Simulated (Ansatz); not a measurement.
Run report: AlCu3, geometry relaxation (part 2 of 2)

The same run, continued: AlCu3 (P6₃/mmc, 8 atoms in the cell); DFT PBEsol, scalar-relativistic, plane waves, PAW, no spin polarisation (Ansatz 0.2.0); cutoff 420 eV, 12×12×8 k-mesh, Fermi–Dirac smearing of 0.15 eV. The structure derives from a Materials Project entry. It belongs to a series of runs on one base structure; here: volume × 1.02, shape and atoms relaxed.

Geometry of the input (Å; fractional positions):
```
5.1787  0.0000  0.0000
-2.5893  4.4849  0.0000
0.0000  0.0000  4.2038
Al 0.6667  0.3333  0.2500
Al 0.3333  0.6667  0.7500
Cu 0.3306  0.1653  0.7500
Cu 0.8347  0.1653  0.7500
Cu 0.8347  0.6694  0.7500
Cu 0.6694  0.8347  0.2500
Cu 0.1653  0.8347  0.2500
Cu 0.1653  0.3306  0.2500
```

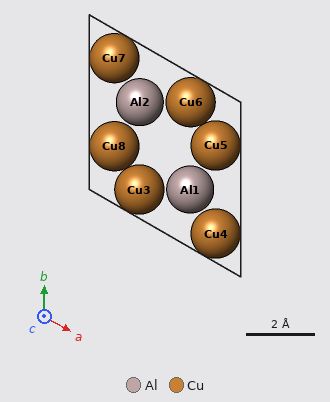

*The geometry at step 2 of the log (spheres-only view of the cell of the calculation, along the c axis; atoms are numbered from 1 in the order of the input).*

Output, continued
```
relax step   4: F+E_penalty+E_count = -40583.41303883 eV  Δ(F+E_penalty+E_count) = -3.811e-7 eV  max|allowed force component| = 1.022e-4 eV/Å  Δτ_max = 0.0000 Å  P = -2.871 GPa  Ω = 97.636 Å³  fix = [volume]  reactions: volume -2.871 GPa  stress off target by 3.30e-3 GPa on what of the cell is left free  SCF on the basis re-selected at this cell (its energy is not comparable with the rows above)  (8 SCF iters)
basis re-selected at this cell: Δ(F+E_penalty+E_count) = -3.811e-7 eV, ΔP = -0.000 GPa vs the last step (what re-selecting the basis moved, of the pressure what is left beyond the Pulay correction that the steps carried, after the strain that the cell walked since its last selection, with what the two solves' SCF thresholds leave and, on support functions, any second-order correction that the steps lacked; it is no measure of the basis error at this ecutwfc). This SCF's stress stands 3.30e-3 GPa from its target on what of the cell is left free (relax.cell.stress_tol is 1.00e-2 GPa) and its largest allowed force component is 1.02e-4 eV/Å (relax.f_tol is 1.00e-3 eV/Å): within both
SCF converged after 8 iterations
Free energy (F): -40583.413039 eV
Harris-Foulkes:  -40583.413039 eV  (|F-HF|=7.28e-12)
Internal energy: -40583.227192 eV  (E = F + TS)
E sigma→0 (E₀):  -40583.320116 eV
Entropy (-TS):   -0.185846 eV (-23.231 meV/atom)
Fermi energy:    15.040627 eV
--- Per-component energies (eV) ---
  E_band       = -2342.735418
  E_kinetic    = 1850.544300
  E_local      = -28142.824258  (includes V_loc(G=0)·N_el)
  E_nonlocal   = 2360.018077
  E_hartree    = 12517.723742
  E_xc         = -617.028220
  E_vxc        = -756.056744  (∫ρ·V_xc dr)
  E_paw        = -10659.743162  (= ΣΔE_a)
  E_vpaw       = -2689.865763  (= ΣTr[D̂ρ^β])
  E_aug_tail   = 0.001486  (compensation charges beyond the density's cutoff)
  E_ewald      = -17893.194649
  E_core_change = 1.275491  (= ΣΔE_core)
  E_smearing   = -0.185846  (= −TS)
  E_closure    = -0.000000  (closes the sum)
  Σ components = -40583.413039   (vs F -40583.413039, Δ=0.00e0)
--- Forces (eV/Å), atoms counted from 1 ---
  atom   1  Al    -0.00000000    -0.00000000    -0.00000000
  atom   2  Al    -0.00000000     0.00000000     0.00000000
  atom   3  Cu    -0.00008848    -0.00005108    -0.00000000
  atom   4  Cu     0.00008848    -0.00005108     0.00000000
  atom   5  Cu     0.00000000     0.00010216     0.00000000
  atom   6  Cu     0.00008848     0.00005108     0.00000000
  atom   7  Cu    -0.00008848     0.00005108    -0.00000000
  atom   8  Cu     0.00000000    -0.00010216    -0.00000000
  max |Σ_I F_I| component: 8.10e-18 eV/Å
--- Stress (GPa, compression-positive) ---
       -2.872480      -0.000000      -0.000000
        0.000000      -2.872480       0.000000
       -0.000000       0.000000      -2.867535
  P = ⅓ Tr σ = -2.8708 GPa (-28.708 kbar)
--- Band table (eV; the first three rows and the last of 95) ---
  k-point 0: bands = ["-97.7601", "-97.7523", "-97.7523", "-97.7516", "-97.7480", "-97.7480", "-55.3173", "-55.3173", "-55.3144", "-55.3079", "-55.3079", "-55.2981", "-55.2909", "-55.2909", "-55.2784", "-55.2745", "-55.2640", "-55.2576", "-55.2576", "-55.2467", "-55.2135", "-55.2135", "-55.2099", "-55.2099", "4.4316", "8.8265", "9.9384", "9.9384", "10.0493", "10.1365", "10.1737", "10.4459", "10.4459", "10.7915", "10.7915", "10.8130", "10.8130", "11.4141", "11.4250", "11.4270", "11.5431", "11.5431", "11.6883", "11.6883", "12.1067", "12.1067", "12.1927", "12.1927", "12.3692", "12.3692", "12.3953", "12.3953", "12.5523", "12.8490", "12.8879", "12.9455", "13.2569", "13.7489", "13.7489", "14.2670", "14.9758", "14.9758", "16.6109", "19.7580", "20.6531", "20.6531", "20.8018", "20.8018", "21.7906", "22.1690", "22.1690", "22.8950", "23.4738"]
  k-point 1: bands = ["-97.7598", "-97.7521", "-97.7521", "-97.7520", "-97.7482", "-97.7482", "-55.3191", "-55.3191", "-55.3124", "-55.3095", "-55.3095", "-55.2972", "-55.2874", "-55.2874", "-55.2787", "-55.2754", "-55.2640", "-55.2576", "-55.2576", "-55.2484", "-55.2134", "-55.2134", "-55.2101", "-55.2101", "4.5679", "8.7440", "9.9001", "9.9744", "9.9744", "10.0980", "10.2487", "10.4476", "10.4476", "10.7454", "10.7454", "10.8410", "10.8410", "11.1218", "11.4736", "11.6889", "11.6889", "11.7412", "11.7412", "11.7810", "12.0583", "12.0919", "12.0919", "12.1397", "12.1397", "12.3942", "12.3942", "12.4280", "12.4280", "12.8015", "12.8722", "12.9425", "13.2975", "13.6731", "13.6731", "14.3189", "14.9284", "14.9284", "17.5011", "19.1751", "19.6626", "19.6626", "19.9488", "19.9488", "20.8631", "23.3133", "23.3133", "23.7450", "24.5971"]
  k-point 2: bands = ["-97.7589", "-97.7529", "-97.7516", "-97.7516", "-97.7486", "-97.7486", "-55.3219", "-55.3219", "-55.3136", "-55.3136", "-55.3068", "-55.2947", "-55.2801", "-55.2799", "-55.2799", "-55.2780", "-55.2639", "-55.2581", "-55.2581", "-55.2528", "-55.2130", "-55.2130", "-55.2105", "-55.2105", "4.9721", "8.3593", "9.5513", "9.8982", "10.0553", "10.0553", "10.3966", "10.3966", "10.5369", "10.7345", "10.7345", "10.9658", "10.9658", "10.9789", "11.4849", "11.6089", "11.7301", "11.7301", "11.9858", "12.0320", "12.0320", "12.0516", "12.0516", "12.1447", "12.1447", "12.3989", "12.3989", "12.5884", "12.5884", "12.6232", "12.8772", "12.9338", "13.4407", "13.4407", "13.4927", "14.3510", "14.7533", "14.7533", "18.2717", "18.4775", "18.4775", "18.7522", "18.7522", "19.2296", "19.7566", "24.8497", "24.8497", "25.4534", "26.5618"]
  k-point 94: bands = ["-97.7533", "-97.7533", "-97.7526", "-97.7526", "-97.7501", "-97.7501", "-55.3196", "-55.3196", "-55.3121", "-55.3121", "-55.2980", "-55.2980", "-55.2824", "-55.2824", "-55.2677", "-55.2677", "-55.2631", "-55.2631", "-55.2398", "-55.2398", "-55.2385", "-55.2385", "-55.2141", "-55.2141", "8.1839", "8.1839", "8.5920", "8.5920", "9.2085", "9.2085", "10.5912", "10.5912", "10.8955", "10.8955", "10.9900", "10.9900", "11.0126", "11.0126", "11.1386", "11.1386", "11.4515", "11.4515", "11.7022", "11.7022", "11.7356", "11.7356", "12.0435", "12.0435", "12.0926", "12.0926", "12.4135", "12.4135", "12.4968", "12.4968", "12.6807", "12.6807", "12.7681", "12.7681", "13.0020", "13.0020", "16.8837", "16.8837", "18.2249", "18.2249", "19.4265", "19.4265", "23.7060", "23.7060", "24.0791", "24.0791", "24.7074", "24.7074", "25.0093"]
--- Relaxed structure (3 steps of the walk, 3 accepted, 1 SCFs on fresh bases) ---
  F+E_penalty+E_count = -40583.41303883 eV   max|allowed force component| = 1.022e-4 eV/Å   (the final SCF, on the basis selected at the relaxed cell)
  cell:  # Å, volume = 97.6356 Å³
    - [5.179503638521117, 1.588391165515362e-33, 1.5974161153194267e-33]
    - [-2.5897518192605586, 4.48558172995322, -1.333641204227411e-20]
    - [1.2967037782812163e-33, -1.2500606605922942e-20, 4.202439402625905]
  atoms:
    - { symbol: Al, position: [0.6666666666666667, 0.33333333333333326, 0.24999999999999997] }
    - { symbol: Al, position: [0.33333333333333326, 0.6666666666666666, 0.7499999999999999] }
    - { symbol: Cu, position: [0.33043513270382335, 0.16521756635191162, 0.7499999999999999] }
    - { symbol: Cu, position: [0.8347824336480884, 0.16521756635191162, 0.7499999999999999] }
    - { symbol: Cu, position: [0.8347824336480885, 0.6695648672961766, 0.7499999999999999] }
    - { symbol: Cu, position: [0.6695648672961765, 0.8347824336480881, 0.24999999999999997] }
    - { symbol: Cu, position: [0.16521756635191148, 0.8347824336480881, 0.24999999999999997] }
    - { symbol: Cu, position: [0.16521756635191162, 0.33043513270382324, 0.24999999999999997] }
```

Trajectory as extended XYZ (Å, eV, eV/Å), 4 frames, from step=1 to step=4
```
8
Lattice="5.1787 0.0000 0.0000 -2.5893 4.4849 0.0000 0.0000 0.0000 4.2038" Properties=species:S:1:pos:R:3:forces:R:3 step=1 energy=-40583.41302 pressure_GPa=-2.87
Al    2.5893    1.4950    1.0509    0.0000   0.0000   0.0000
Al    0.0000    2.9899    3.1528    0.0000   0.0000   0.0000
Cu    1.2839    0.7413    3.1528   -0.0056  -0.0032   0.0000
Cu    3.8948    0.7413    3.1528    0.0056  -0.0032   0.0000
Cu    2.5893    3.0023    3.1528    0.0000   0.0065   0.0000
Cu    1.3054    3.7436    1.0509    0.0056   0.0032   0.0000
Cu   -1.3054    3.7436    1.0509   -0.0056   0.0032   0.0000
Cu    0.0000    1.4825    1.0509    0.0000  -0.0065   0.0000
8
Lattice="5.1790 0.0000 0.0000 -2.5895 4.4852 0.0000 0.0000 0.0000 4.2032" Properties=species:S:1:pos:R:3:forces:R:3 step=2 energy=-40583.41303 pressure_GPa=-2.87
Al    2.5895    1.4951    1.0508    0.0000   0.0000   0.0000
Al    0.0000    2.9901    3.1524    0.0000   0.0000   0.0000
Cu    1.2838    0.7412    3.1524   -0.0035  -0.0020   0.0000
Cu    3.8952    0.7412    3.1524    0.0035  -0.0020   0.0000
Cu    2.5895    3.0027    3.1524    0.0000   0.0041   0.0000
Cu    1.3057    3.7439    1.0508    0.0035   0.0020   0.0000
Cu   -1.3057    3.7439    1.0508   -0.0035   0.0020   0.0000
Cu    0.0000    1.4824    1.0508    0.0000  -0.0041   0.0000
8
Lattice="5.1795 0.0000 0.0000 -2.5898 4.4856 0.0000 0.0000 0.0000 4.2024" Properties=species:S:1:pos:R:3:forces:R:3 step=3 energy=-40583.41304 pressure_GPa=-2.87
Al    2.5898    1.4952    1.0506    0.0000   0.0000   0.0000
Al    0.0000    2.9904    3.1518    0.0000   0.0000   0.0000
Cu    1.2836    0.7411    3.1518   -0.0001  -0.0001   0.0000
Cu    3.8959    0.7411    3.1518    0.0001  -0.0001   0.0000
Cu    2.5898    3.0034    3.1518    0.0000   0.0001   0.0000
Cu    1.3061    3.7445    1.0506    0.0001   0.0001   0.0000
Cu   -1.3061    3.7445    1.0506   -0.0001   0.0001   0.0000
Cu    0.0000    1.4822    1.0506    0.0000  -0.0001   0.0000
8
Lattice="5.1795 0.0000 0.0000 -2.5898 4.4856 0.0000 0.0000 0.0000 4.2024" Properties=species:S:1:pos:R:3:forces:R:3 step=4 energy=-40583.41304 pressure_GPa=-2.87
Al    2.5898    1.4952    1.0506    0.0000   0.0000   0.0000
Al    0.0000    2.9904    3.1518    0.0000   0.0000   0.0000
Cu    1.2836    0.7411    3.1518   -0.0001  -0.0001   0.0000
Cu    3.8959    0.7411    3.1518    0.0001  -0.0001   0.0000
Cu    2.5898    3.0034    3.1518    0.0000   0.0001   0.0000
Cu    1.3061    3.7445    1.0506    0.0001   0.0001   0.0000
Cu   -1.3061    3.7445    1.0506   -0.0001   0.0001   0.0000
Cu    0.0000    1.4822    1.0506    0.0000  -0.0001   0.0000
```

Results in brief

```json
{"quantity": "outcome", "value": "converged"}
{"quantity": "space group (tolerance 0.01 Å)", "value": "P6₃/mmc (194)"}
{"quantity": "electrons treated", "value": "120"}
{"quantity": "free energy", "value": "−40583.4130 eV"}
{"quantity": "Fermi energy", "value": "15.041 eV"}
{"quantity": "gap on the k-point mesh", "value": "none (metallic)"}
{"quantity": "pressure", "value": "−2.87 GPa"}
{"quantity": "final volume", "value": "97.64 Å³"}
{"quantity": "largest force (length of the vector) at the end", "value": "under 0.001 eV/Å"}
{"quantity": "final cell", "value": "a = 5.180 Å, b = 5.180 Å, c = 4.202 Å, α = 90.00°, β = 90.00°, γ = 120.00°"}
{"quantity": "hardware", "value": "2 threads of Intel Xeon (Granite Rapids), 32 GiB of memory available, shared host"}
{"quantity": "wall time", "value": "55 s (CPU time 1.8 min)"}
{"quantity": "peak memory", "value": "0.81 GiB"}
```

Notes

Results for this metal are sensitive to the k-point mesh.
